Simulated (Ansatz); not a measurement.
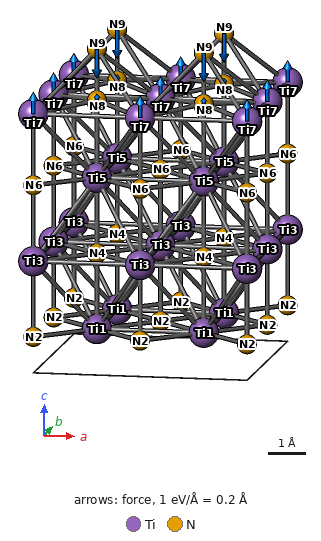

Starting geometry of a slab of composition Ti4N5 (cut from the Fm-3m phase) with the computed forces as blue arrows. The picture is a ball-and-stick view of the 2 × 2 repeat of the cell, outlined in the plane, without the vacuum, seen slightly off an axis.

Case: N put at a top N site. The slab is the (1 0 0) face of TiN with N on it. 4 atoms are held fixed.

Computed with DFT PBEsol, scalar-relativistic, plane waves, PAW (Ansatz).

Input file:
```yaml
crystal:
  lattice:
    - [2.9726300482, 0.0, 0.0]
    - [0.0, 2.9726300482, 0.0]
    - [0.0, 0.0, 25.305900595]
  atoms:
    - { symbol: Ti, position: [0.5, 0.5, 0.3358900414] }
    - { symbol: "N", position: [0.0, 0.0, 0.3358900414] }
    - { symbol: Ti, position: [0.0, 0.0, 0.4189523635] }
    - { symbol: "N", position: [0.5, 0.5, 0.4189523635] }
    - { symbol: Ti, position: [0.5, 0.5, 0.5020111271] }
    - { symbol: "N", position: [0.0, 0.0, 0.502497622] }
    - { symbol: Ti, position: [0.0, 0.0, 0.5807977525] }
    - { symbol: "N", position: [0.5, 0.5, 0.5871717098] }
    - { symbol: "N", position: [0.5, 0.5, 0.6432851049] }
basis:
  ecutwfc: 420
kpoints:
  mp_grid: { grid: [10, 10, 1] }
hamiltonian:
  xc: pbesol
scf:
  occupations: { method: gaussian, width: 0.1 }
output:
  forces: true
  eigenvalues: true
  write_density: true
  write_potential: true
  elf: true
  volumetric_format: npy
relax:
  adjacent_minimum: "off"
  f_tol: 0.03
  max_steps: 70
  constraints: [{ sites: [0, 1, 2, 3] }]
efield:
  axis: 3
  dipole_correction: true
  ramp_width: 0.04
```

Command:
```bash
ansatz run input.yaml --threads 2 --pin off --max-ram 5120MiB --backend cpu --events-out ev --progress --plain --runs-dir out
```

### What follows when this structure is relaxed?

It isn't relaxed: the largest force vector, on N9, is 4.14 eV/Å. The final displacements follow the starting forces only in part (cosine between the two patterns 0.77). Over 5 accepted moves (6 points after the start) the energy falls by 1.213 eV per cell of the calculation. The largest force component goes from 4.1 to 0.02 eV/Å. 1 step only repeated the SCF at the same geometry. Ti7 moves most: 0.37 Å along the normal (+c). By element the largest moves are Ti 0.37 Å, N 0.28 Å. The lattice vectors keep their values. Some distances before and after: N6–Ti7 1.981 → 2.328 Å, Ti7–N9 2.630 → 2.299 Å, Ti5–Ti7 2.897 → 3.178 Å, Ti5–N8 2.155 → 1.948 Å. Among the angles between lasting bonds that change: Ti7–N9–Ti7 106.1° → 132.2°, Ti5–N8–Ti7 85.6° → 101.7°, Ti7–N8–N9 94.4° → 78.3°. The run took 81 s on 2 threads of Arm Neoverse V2, with other jobs on the host, peak memory 0.52 GiB.

Limits of the set-up: the cell has an odd number of electrons but was run without spin polarisation; the periodic images lie only 3.0 Å apart, so the values are limited by the cell's size.
